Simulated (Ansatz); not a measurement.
```
Ni Sb
1.0
     3.92967    0.00000    0.00000
    -1.96483    3.40319    0.00000
     0.00000    0.00000    5.11619
Ni Sb
2 2
Direct
  0.00000 0.00000 0.00000
  0.00000 0.00000 0.50000
  0.33333 0.66667 0.25000
  0.66667 0.33333 0.75000
```

Space group P6₃/mmc; a structure from a database of computed crystals, not necessarily the ambient phase; computed without spin polarisation.

The calculation used DFT, r2SCAN, PAW with Ansatz's default frozen-core files, scalar-relativistic (Ansatz 0.2.0).

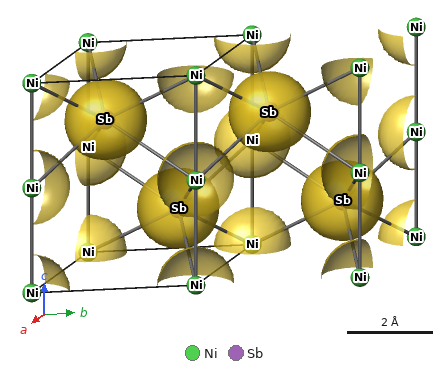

NiSb. Isosurface of the valence charge density (pseudo) at 0.6 e/Å³ (yellow), seen slightly off an axis. Sticks mark near contacts.

Core electrons are frozen (PAW), and the valence fields are smoothed inside the atomic spheres.

Q: Which contacts does the surface bridge?

A: At this value the density breaks into separate islands; it holds about 80 % of the electrons treated as valence (semicore included). It bridges none of the near contacts. It is pinched off along the shortest Ni–Ni (2.56 Å) and Ni–Sb (2.60 Å) contacts. On the grid the lowest density along these lines, outside the cores, is 0.29 e/Å³ (Ni–Ni, 2.56 Å) and 0.38 e/Å³ (Ni–Sb, 2.60 Å).

Q: Metal or insulator at this level of theory?

A: It is gapless in this calculation (a metal or semimetal).
